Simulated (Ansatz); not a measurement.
**Residual resistivity of an alloy: Pt(111) with 4 layers of random Pt-Mo, 2x2**

How strongly does chemical disorder scatter in Pt(111) with 4 layers of random Pt-Mo, 2x2?

Main program and level: Ansatz 0.2.0; Ansatz plane-wave DFT, PBE, PAW files; ballistic transport by layer matching (Landauer), zero bias; PAW set soft_1.

## Step 1: The starting structure

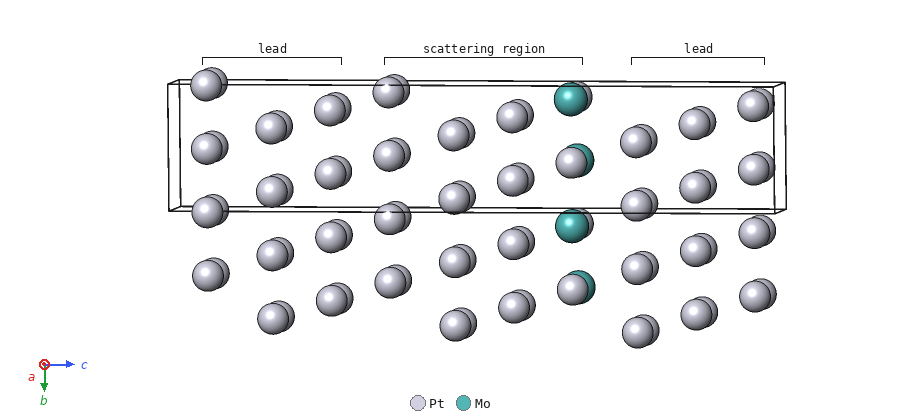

The starting structure, seen from the side, with the c axis across the page (platinum light grey, molybdenum teal). 1×2×1 cells are drawn.

The cell holds 40 atoms: 38 Pt and 2 Mo. Its edges and angles: a = 5.546 Å, b = 5.546 Å, c = 22.699 Å, α = 93.5°, β = 86.5°, γ = 120.0°. It derives from Pt. Regions: lead, 24 atoms (24 Pt); scattering region, 16 atoms (14 Pt and 2 Mo). The structure is stacked along c, and the current runs across the ab planes.

## Step 2: With 4 alloy layers

In 4 layers a share of 0.125 of the sites is given to Mo at random. The layers about the cell's end stay perfect and serve as the lead. Energies from -0.05 to 0.05 eV in steps of 0.05 eV are too few for the program's thermal sum, so it prints no conductance; for a metal the transmission near the Fermi level serves, at a fraction of the cost.

n

input.yaml

```yaml
crystal:
  lattice:
    - [5.5462627489, 0.0, 0.0]
    - [-2.7731313745, 4.8032044366, 0.0]
    - [1.3865656872, -0.8005340728, 22.6425228571]
  atoms:
    - { symbol: Pt, position: [0.9916666667, 0.0083333333, 0.05] }
    - { symbol: Pt, position: [0.9916666667, 0.5083333333, 0.05] }
    - { symbol: Pt, position: [0.4916666667, 0.0083333333, 0.05] }
    - { symbol: Pt, position: [0.4916666667, 0.5083333333, 0.05] }
    - { symbol: Pt, position: [0.1416666667, 0.3583333333, 0.15] }
    - { symbol: Pt, position: [0.1416666667, 0.8583333333, 0.15] }
    - { symbol: Pt, position: [0.6416666667, 0.3583333333, 0.15] }
    - { symbol: Pt, position: [0.6416666667, 0.8583333333, 0.15] }
    - { symbol: Pt, position: [0.2916666667, 0.2083333333, 0.25] }
    - { symbol: Pt, position: [0.2916666667, 0.7083333333, 0.25] }
    - { symbol: Pt, position: [0.7916666667, 0.2083333333, 0.25] }
    - { symbol: Pt, position: [0.7916666667, 0.7083333333, 0.25] }
    - { symbol: Pt, position: [0.9416666667, 0.0583333333, 0.35] }
    - { symbol: Pt, position: [0.9416666667, 0.5583333333, 0.35] }
    - { symbol: Pt, position: [0.4416666667, 0.0583333333, 0.35] }
    - { symbol: Pt, position: [0.4416666667, 0.5583333333, 0.35] }
    - { symbol: Pt, position: [0.0916666667, 0.4083333333, 0.45] }
    - { symbol: Pt, position: [0.0916666667, 0.9083333333, 0.45] }
    - { symbol: Pt, position: [0.5916666667, 0.4083333333, 0.45] }
    - { symbol: Pt, position: [0.5916666667, 0.9083333333, 0.45] }
    - { symbol: Pt, position: [0.2416666667, 0.2583333333, 0.55] }
    - { symbol: Pt, position: [0.2416666667, 0.7583333333, 0.55] }
    - { symbol: Pt, position: [0.7416666667, 0.2583333333, 0.55] }
    - { symbol: Pt, position: [0.7416666667, 0.7583333333, 0.55] }
    - { symbol: Mo, position: [0.8916666667, 0.1083333333, 0.65] }
    - { symbol: Pt, position: [0.8916666667, 0.6083333333, 0.65] }
    - { symbol: Pt, position: [0.3916666667, 0.1083333333, 0.65] }
    - { symbol: Mo, position: [0.3916666667, 0.6083333333, 0.65] }
    - { symbol: Pt, position: [0.0416666667, 0.4583333333, 0.75] }
    - { symbol: Pt, position: [0.0416666667, 0.9583333333, 0.75] }
    - { symbol: Pt, position: [0.5416666667, 0.4583333333, 0.75] }
    - { symbol: Pt, position: [0.5416666667, 0.9583333333, 0.75] }
    - { symbol: Pt, position: [0.1916666667, 0.3083333333, 0.85] }
    - { symbol: Pt, position: [0.1916666667, 0.8083333333, 0.85] }
    - { symbol: Pt, position: [0.6916666667, 0.3083333333, 0.85] }
    - { symbol: Pt, position: [0.6916666667, 0.8083333333, 0.85] }
    - { symbol: Pt, position: [0.8416666667, 0.1583333333, 0.95] }
    - { symbol: Pt, position: [0.8416666667, 0.6583333333, 0.95] }
    - { symbol: Pt, position: [0.3416666667, 0.1583333333, 0.95] }
    - { symbol: Pt, position: [0.3416666667, 0.6583333333, 0.95] }
kpoints:
  mp_grid: { grid: [5, 5, 1] }
hamiltonian:
  xc: pbe
  pseudopotentials: { kind: paw, azcp: { folder: soft_1 } }
scf:
  occupations: { method: fermi_dirac, width: 0.1 }
output:
  transmission:
    leads: [[0, 4]]
    kmesh: [10, 10]
    e_range: [-0.05, 0.05]
    de: 0.05
  write_potential: true
  write_density: true
  volumetric_format: npy
```

Launch:

```sh
$ ansatz run input.yaml --threads 8 --pin off --max-ram 15360MiB --backend cpu --events-out ev --progress --plain --runs-dir out
```

Numbers of over 12 decimals in the logs are rounded to 6 here.

What it wrote:

```text
Engine: ansatz 0.2.0, aarch64-unknown-linux-gnu
Pseudopotentials: kind: paw
Pseudopotential: Pt, paw, valence charge 18, recommended cutoff 420 eV (normal), soft_1/Pt.paw.azcp
Pseudopotential: Mo, paw, valence charge 14, recommended cutoff 420 eV (normal), soft_1/Mo.paw.azcp
Functional definition: PBE
  parameter kappa = 0.804
  parameter beta = 0.066725
  exchange = pbe_x(kappa = kappa, mu = beta*pi^2/3)
  correlation = pbe_c(beta = beta)
Crystal: 40 atoms, lattice volume = 603.193 Å³
Basis set: ecut = 420 eV, 11827 PW (Γ)
Bands: 428, of which v1, the nominal top of the filled ones, is band 356 counted from 1 (355 counted from 0)
Symmetry: 8 space group operations
Space group: P2/m (ITA 10), of the structure as read, at distance tolerance 8.4e-5 Å
k-points: 9 of 25
Non-local potential: Pt, projectors of the file, l = 0: 3, l = 1: 2, l = 2: 2, l = 3: 1
Non-local potential: Mo, projectors of the file, l = 0: 3, l = 1: 2, l = 2: 2, l = 3: 1
PAW form: soft (Blöchl's): semilocal exchange-correlation on the pseudo side does not see the compensation charge
PAW one-centre angular grid: Pt, 590 points (default); XC on 64 Gauss nodes
PAW one-centre angular grid: Mo, 590 points (default); XC on 64 Gauss nodes
Initial density: superposition of atomic densities (chi_scale 0.1, normalization cell, long waves kept (reshape's long-wave potential 0.85 eV rms))
Initial wavefunctions: pseudopotential atomic-orbital guess
Functional: x = pbe(κ = 0.804, μ = 0.219515), c = pbe(β = 0.066725)
SCF iter   1: F=—  HF=-485891.556098 eV  |F-HF|=—  |Δ(HF+E_count)|=         —  Δρ=1.53e-1  dr2=3.73e3  ethr=3.10e-3  ⟨swp⟩=4.9  Hψ=11813  notcnv=0  defer=190
preconditioner: auto → Kerker (q_TF=auto, 2.805 Å⁻¹)  [metal: Δε(μ)=0.011 eV  Ē_g=8.252 eV  σ=0.100 eV  W_gap=0.03  n_scr=240 (ndim 8)  ℏωp=29.9 eV  f_vac=0.000  D(μ)=38.50/eV (n_scr^D=366)]
SCF iter   2: F=—  HF=-485864.018583 eV  |F-HF|=—  |Δ(HF+E_count)|=    2.75e1  Δρ=7.29e-2  dr2=1.15e3  ethr=3.10e-3  ⟨swp⟩=2.0  Hψ=6234  notcnv=0  defer=305
SCF iter   3: F=—  HF=-485853.660474 eV  |F-HF|=—  |Δ(HF+E_count)|=    1.04e1  Δρ=2.07e-2  dr2=6.93e0  ethr=3.10e-3  ⟨swp⟩=3.0  Hψ=8487  notcnv=0  defer=310
SCF iter   4: F=—  HF=-485853.010503 eV  |F-HF|=—  |Δ(HF+E_count)|=   6.50e-1  Δρ=6.75e-3  dr2=1.62e1  ethr=9.73e-4  ⟨swp⟩=2.0  Hψ=4413  notcnv=0  defer=317  recentre
SCF iter   5: F=—  HF=-485852.885335 eV  |F-HF|=—  |Δ(HF+E_count)|=   1.25e-1  Δρ=1.99e-3  dr2=3.37e-1  ethr=9.73e-4  ⟨swp⟩=1.8  Hψ=3569  notcnv=0  defer=317
SCF iter   6: F=—  HF=-485852.878720 eV  |F-HF|=—  |Δ(HF+E_count)|=   6.61e-3  Δρ=5.54e-4  dr2=8.29e-3  ethr=4.73e-5  ⟨swp⟩=1.1  Hψ=3639  notcnv=0  defer=317
SCF iter   7: F=—  HF=-485852.878629 eV  |F-HF|=—  |Δ(HF+E_count)|=   9.10e-5  Δρ=1.56e-4  dr2=2.37e-4  ethr=1.16e-6  ⟨swp⟩=1.2  Hψ=3536  notcnv=0  defer=317
SCF iter   8: F=—  HF=-485852.878524 eV  |F-HF|=—  |Δ(HF+E_count)|=   1.05e-4  Δρ=5.17e-5  dr2=9.30e-5  ethr=3.33e-8  ⟨swp⟩=2.0  Hψ=4507  notcnv=0  defer=317
SCF iter   9: F=—  HF=-485852.876846 eV  |F-HF|=—  |Δ(HF+E_count)|=   1.68e-3  Δρ=1.07e-5  dr2=1.97e-6  ethr=1.31e-8  ⟨swp⟩=1.0  Hψ=3785  notcnv=0  defer=317
SCF iter  10: F=-485852.876846 eV  HF=-485852.876846 eV  |F-HF|=4.09e-8  |Δ(HF+E_count)|=   2.53e-8  Δρ=2.15e-6  dr2=5.42e-8  ethr=1.40e-11  ⟨swp⟩=8.2  Hψ=13901  notcnv=0
SCF 1 converged in 10 iterations: F = -485852.876846 eV  dr2 = 5.42e-8
  greatest PAW one-centre occupation: 1.000 electrons in one spin orbital (limit 2), on the Pt atom at site 26 (counted from 0), in its partial waves of l = 0
transmission: 124 of 1240 steps passed
transmission: 248 of 1240 steps passed
[...]
transmission: 1240 of 1240 steps passed
SCF converged after 10 iterations
Free energy (F): -485852.876846 eV
Harris-Foulkes:  -485852.876846 eV  (|F-HF|=4.09e-8)
Internal energy: -485850.863025 eV  (E = F + TS)
E sigma→0 (E₀):  -485851.869935 eV
Entropy (-TS):   -2.013822 eV (-50.346 meV/atom)
Fermi energy:    23.392912 eV
--- Per-component energies (eV) ---
  E_band       = -4982.863086
  E_kinetic    = 23545.644693
  E_local      = -56482.878451  (includes V_loc(G=0)·N_el)
  E_nonlocal   = 8041.079780
  E_hartree    = 21534.448287
  E_xc         = -9193.368327
  E_vxc        = -10769.345764  (∫ρ·V_xc dr)
  E_paw        = -366811.065318  (= ΣΔE_a)
  E_vpaw       = -12386.300861  (= ΣTr[D̂ρ^β])
  E_aug_tail   = 0.042469  (compensation charges beyond the density's cutoff)
  E_ewald      = -106484.766157
  E_smearing   = -2.013822  (= −TS)
  E_closure    = 0.000000  (closes the sum)
  Σ components = -485852.876846   (vs F -485852.876846, Δ=0.00e0)
--- Band table (eV; the first three rows and the last of 9) ---
  k-point 0: bands = [... 352 lower, 23.5705, 23.5764, 23.5799, 23.6199, 23.6348, 23.6413, 23.6978, 23.7075, ... 68 higher]
  k-point 1: bands = [... 352 lower, 23.3488, 23.3492, 23.3594, 23.4214, 23.4729, 23.5190, 23.5786, 23.5820, ... 68 higher]
  k-point 2: bands = [... 352 lower, 23.2833, 23.3160, 23.3601, 23.3946, 23.4325, 23.4678, 23.4892, 23.5168, ... 68 higher]
  k-point 8: bands = [... 352 lower, 23.3513, 23.3523, 23.3635, 23.3804, 23.3951, 23.4404, 23.4550, 23.4660, ... 68 higher]
--- Transmission ---
  basis      : 241 plane waves across, 40 finite elements along
  points     : 31, standing for a mesh of 10 x 10
  energies   : 3 from -0.050000 to 0.050000 eV about the Fermi level, 0.050000 eV apart; the leads are filled to 0.000000 eV, and channels, transmission and decay are at 0.000000 eV
  crystal 0  : Pt4, at the sites [0, 4], period 2.2643 Å, over 20.38 Å; its Hamiltonian steps by up to 6.9 meV
    offset         : up to 0.0000 Å between an atom of the period and one for which it stands
    channels       : 6.890000e0 a spin
    conductance    : none, the energies end too early or step too widely for 300 K: set another output.transmission.e_range or a lower de, or, where they end at an eighth of basis.ecutwfc, a higher one
  junction   : crystal 0 to crystal 0, 3.83 to 24.21 Å
    transmission   : 3.016820e0 a spin
    conductance    : none, the energies end too early or step too widely for 300 K: set another output.transmission.e_range or a lower de, or, where they end at an eighth of basis.ecutwfc, a higher one
```

Wall time 2.3 min (8 threads of Arm Neoverse V2, shared host); peak memory 8.3 GiB; 14 min of CPU time.

Reading the cycles: dr2 is the Hartree energy of the density residual (eV), the measure of convergence; HF is the Harris–Foulkes estimate of the energy, which meets the free energy F at convergence.

This step gave:

```
free energy                                    : -485852.8768 eV
energy at zero smearing                        : -485851.8699 eV
Fermi energy                                   : 23.39 eV
cell area                                      : 26.64 Å²
transmission per spin nearest the Fermi level  : 3.017
open channels per spin nearest the Fermi level : 6.89
step of the lead's potential                   : 6.9 meV
```

Per spin. Table of transmission, zone mean by energy, zero at the Fermi level:

```csv
energy (eV),"transmission, zone mean"
-0.0500,3.34
0.0000,3.02
0.0500,2.74
```

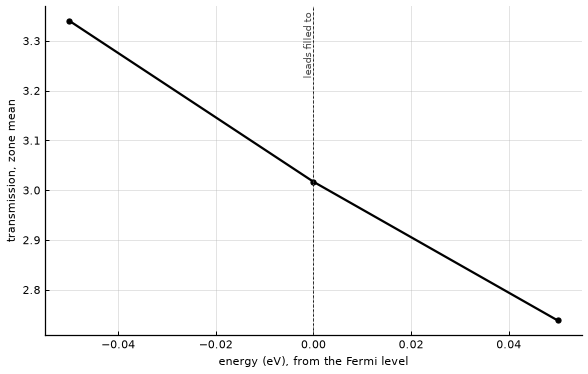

Transmission, zone mean, plotted against energy.

Per spin. The open channels, zone mean, lead by energy, zero at the Fermi level:

```csv
energy (eV),"open channels, zone mean, lead"
-0.0500,7.28
0.0000,6.89
0.0500,6.21
```

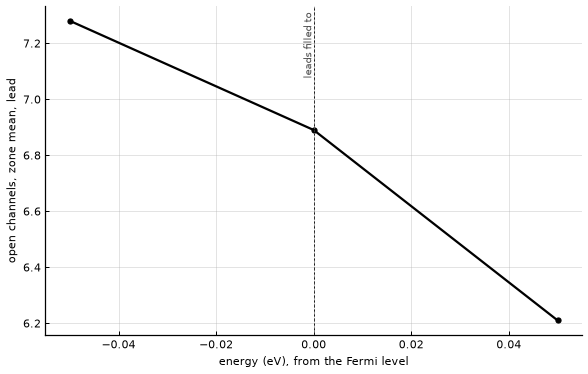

Open channels, zone mean, lead against energy.

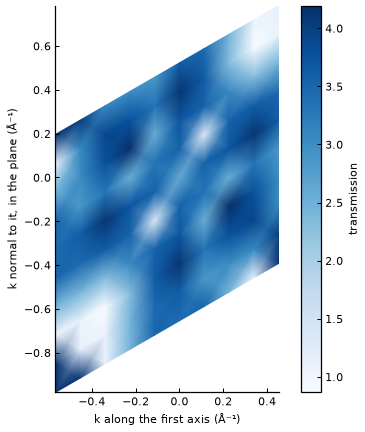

Transmission over k1 and k2. At 0.0000 eV from the Fermi level.

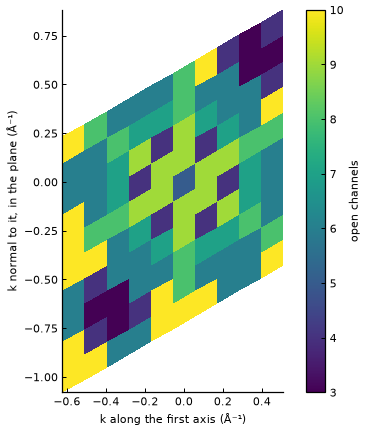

Open channels over k1 and k2. At 0.0000 eV from the Fermi level.

Over the solved energies the transmission per spin lies between 2.74 and 3.34, out of 6.79 channels of the lead on average (up to 7.28).

## Step 3: With 8 alloy layers

h

System of this step: Pt(111) with 8 layers of random Pt-Mo, 2x2. The cell holds 56 atoms: 52 Pt and 4 Mo. Its edges and angles: a = 5.546 Å, b = 5.546 Å, c = 31.740 Å, α = 87.5°, β = 92.5°, γ = 120.0°. It derives from Pt. Regions: lead, 24 atoms (24 Pt); scattering region, 32 atoms (28 Pt and 4 Mo). The structure is stacked along c, and the current runs across the ab planes.

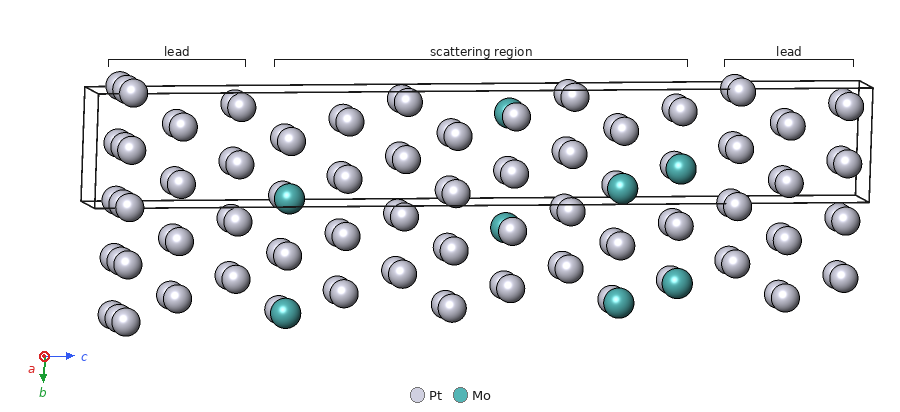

The cell of this step (platinum light grey, molybdenum teal). 1×2×1 cells are drawn. Some periodic images of atoms are drawn too.

input.yaml

```yaml
crystal:
  lattice:
    - [5.5462627489, 0.0, 0.0]
    - [-2.7731313745, 4.8032044366, 0.0]
    - [-1.3865656872, 0.8005340728, 31.6995319999]
  atoms:
    - { symbol: Pt, position: [0.005952381, 0.994047619, 0.0357142857] }
    - { symbol: Pt, position: [0.005952381, 0.494047619, 0.0357142857] }
    - { symbol: Pt, position: [0.505952381, 0.994047619, 0.0357142857] }
    - { symbol: Pt, position: [0.505952381, 0.494047619, 0.0357142857] }
    - { symbol: Pt, position: [0.1845238095, 0.3154761905, 0.1071428571] }
    - { symbol: Pt, position: [0.1845238095, 0.8154761905, 0.1071428571] }
    - { symbol: Pt, position: [0.6845238095, 0.3154761905, 0.1071428571] }
    - { symbol: Pt, position: [0.6845238095, 0.8154761905, 0.1071428571] }
    - { symbol: Pt, position: [0.3630952381, 0.1369047619, 0.1785714286] }
    - { symbol: Pt, position: [0.3630952381, 0.6369047619, 0.1785714286] }
    - { symbol: Pt, position: [0.8630952381, 0.1369047619, 0.1785714286] }
    - { symbol: Pt, position: [0.8630952381, 0.6369047619, 0.1785714286] }
    - { symbol: Pt, position: [0.0416666667, 0.9583333333, 0.25] }
    - { symbol: Pt, position: [0.0416666667, 0.4583333333, 0.25] }
    - { symbol: Mo, position: [0.5416666667, 0.9583333333, 0.25] }
    - { symbol: Pt, position: [0.5416666667, 0.4583333333, 0.25] }
    - { symbol: Pt, position: [0.2202380952, 0.2797619048, 0.3214285714] }
    - { symbol: Pt, position: [0.2202380952, 0.7797619048, 0.3214285714] }
    - { symbol: Pt, position: [0.7202380952, 0.2797619048, 0.3214285714] }
    - { symbol: Pt, position: [0.7202380952, 0.7797619048, 0.3214285714] }
    - { symbol: Pt, position: [0.3988095238, 0.1011904762, 0.3928571429] }
    - { symbol: Pt, position: [0.3988095238, 0.6011904762, 0.3928571429] }
    - { symbol: Pt, position: [0.8988095238, 0.1011904762, 0.3928571429] }
    - { symbol: Pt, position: [0.8988095238, 0.6011904762, 0.3928571429] }
    - { symbol: Pt, position: [0.0773809524, 0.9226190476, 0.4642857143] }
    - { symbol: Pt, position: [0.0773809524, 0.4226190476, 0.4642857143] }
    - { symbol: Pt, position: [0.5773809524, 0.9226190476, 0.4642857143] }
    - { symbol: Pt, position: [0.5773809524, 0.4226190476, 0.4642857143] }
    - { symbol: Mo, position: [0.255952381, 0.244047619, 0.5357142857] }
    - { symbol: Pt, position: [0.255952381, 0.744047619, 0.5357142857] }
    - { symbol: Pt, position: [0.755952381, 0.244047619, 0.5357142857] }
    - { symbol: Pt, position: [0.755952381, 0.744047619, 0.5357142857] }
    - { symbol: Pt, position: [0.4345238095, 0.0654761905, 0.6071428571] }
    - { symbol: Pt, position: [0.4345238095, 0.5654761905, 0.6071428571] }
    - { symbol: Pt, position: [0.9345238095, 0.0654761905, 0.6071428571] }
    - { symbol: Pt, position: [0.9345238095, 0.5654761905, 0.6071428571] }
    - { symbol: Pt, position: [0.1130952381, 0.8869047619, 0.6785714286] }
    - { symbol: Pt, position: [0.1130952381, 0.3869047619, 0.6785714286] }
    - { symbol: Mo, position: [0.6130952381, 0.8869047619, 0.6785714286] }
    - { symbol: Pt, position: [0.6130952381, 0.3869047619, 0.6785714286] }
    - { symbol: Pt, position: [0.2916666667, 0.2083333333, 0.75] }
    - { symbol: Pt, position: [0.2916666667, 0.7083333333, 0.75] }
    - { symbol: Pt, position: [0.7916666667, 0.2083333333, 0.75] }
    - { symbol: Mo, position: [0.7916666667, 0.7083333333, 0.75] }
    - { symbol: Pt, position: [0.4702380952, 0.0297619048, 0.8214285714] }
    - { symbol: Pt, position: [0.4702380952, 0.5297619048, 0.8214285714] }
    - { symbol: Pt, position: [0.9702380952, 0.0297619048, 0.8214285714] }
    - { symbol: Pt, position: [0.9702380952, 0.5297619048, 0.8214285714] }
    - { symbol: Pt, position: [0.1488095238, 0.8511904762, 0.8928571429] }
    - { symbol: Pt, position: [0.1488095238, 0.3511904762, 0.8928571429] }
    - { symbol: Pt, position: [0.6488095238, 0.8511904762, 0.8928571429] }
    - { symbol: Pt, position: [0.6488095238, 0.3511904762, 0.8928571429] }
    - { symbol: Pt, position: [0.3273809524, 0.1726190476, 0.9642857143] }
    - { symbol: Pt, position: [0.3273809524, 0.6726190476, 0.9642857143] }
    - { symbol: Pt, position: [0.8273809524, 0.1726190476, 0.9642857143] }
    - { symbol: Pt, position: [0.8273809524, 0.6726190476, 0.9642857143] }
kpoints:
  mp_grid: { grid: [5, 5, 1] }
hamiltonian:
  xc: pbe
  pseudopotentials: { kind: paw, azcp: { folder: soft_1 } }
scf:
  occupations: { method: fermi_dirac, width: 0.1 }
output:
  transmission:
    leads: [[0, 4]]
    kmesh: [10, 10]
    e_range: [-0.05, 0.05]
    de: 0.05
  write_potential: true
  write_density: true
  volumetric_format: npy
```

What it wrote:

```text
[...]
Crystal: 56 atoms, lattice volume = 844.470 Å³
Basis set: ecut = 420 eV, 16521 PW (Γ)
Bands: 596, of which v1, the nominal top of the filled ones, is band 496 counted from 1 (495 counted from 0)
Symmetry: 2 space group operations
[...]
k-points: 9 of 25 (time reversal used)
[...]
SCF iter   1: F=—  HF=-671170.797688 eV  |F-HF|=—  |Δ(HF+E_count)|=         —  Δρ=1.56e-1  dr2=1.00e4  ethr=3.10e-3  ⟨swp⟩=4.7  Hψ=16058  notcnv=0  defer=263
[...]
SCF iter  12: F=-671112.691822 eV  HF=-671112.691822 eV  |F-HF|=2.77e-8  |Δ(HF+E_count)|=   4.77e-9  Δρ=3.86e-7  dr2=2.79e-8  ethr=1.01e-11  ⟨swp⟩=8.3  Hψ=15390  notcnv=0
SCF 1 converged in 12 iterations: F = -671112.691822 eV  dr2 = 2.79e-8
[...]
transmission: 184 of 1767 steps passed
transmission: 364 of 1767 steps passed
[...]
transmission: 1767 of 1767 steps passed
SCF converged after 12 iterations
Free energy (F): -671112.691822 eV
[...]
Internal energy: -671110.057170 eV  (E = F + TS)
E sigma→0 (E₀):  -671111.374496 eV
Entropy (-TS):   -2.634652 eV (-47.047 meV/atom)
Fermi energy:    23.409541 eV
[...]
--- Band table (eV; the first three rows and the last of 9) ---
  k-point 0: bands = [... 492 lower, 23.6141, 23.6238, 23.6466, 23.6618, 23.6626, 23.6876, 23.7062, 23.7316, ... 96 higher]
  k-point 1: bands = [... 492 lower, 23.4102, 23.4240, 23.4475, 23.4583, 23.4924, 23.5411, 23.5705, 23.5754, ... 96 higher]
  k-point 2: bands = [... 492 lower, 23.3413, 23.3571, 23.3821, 23.4128, 23.4276, 23.4529, 23.4612, 23.4792, ... 96 higher]
  k-point 8: bands = [... 492 lower, 23.3555, 23.3609, 23.4013, 23.4058, 23.4178, 23.4529, 23.4570, 23.4852, ... 96 higher]
--- Transmission ---
  basis      : 241 plane waves across, 57 finite elements along
  points     : 31, standing for a mesh of 10 x 10
[...]
channels       : 6.720000e0 a spin
[...]
junction   : crystal 0 to crystal 0, 0.70 to 30.13 Å
    transmission   : 2.301918e0 a spin
[...]
```

Elapsed: 5.4 min, on 8 threads; peak memory 9.2 GiB.

Numbers from this step:

```
free energy                                    : -671112.6918 eV
energy at zero smearing                        : -671111.3745 eV
Fermi energy                                   : 23.41 eV
transmission per spin nearest the Fermi level  : 2.302
open channels per spin nearest the Fermi level : 6.72
step of the lead's potential                   : 32 meV
```

Per spin. The transmission, zone mean by energy, zero at the Fermi level:

```csv
energy (eV),"transmission, zone mean"
-0.0500,2.51
0.0000,2.30
0.0500,1.94
```

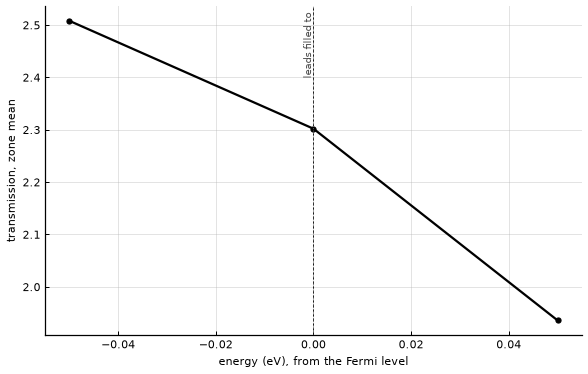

Transmission, zone mean, plotted against energy.

Over the solved energies the transmission per spin lies between 1.94 and 2.51, out of 6.74 channels of the lead on average (up to 7.1). The log calls the step of a lead's potential too much.

[end of part 1 of 2]

[Logs are printed without paths, hosts, clocks, repeated set-up lines and the standing remarks that a program may print on its own settings, such as how far it seeks lower states.]

[Hosts, paths, dates, database ids (printed as entryN), source tags and the programs' standing remarks are cut or masked in the printed files.]
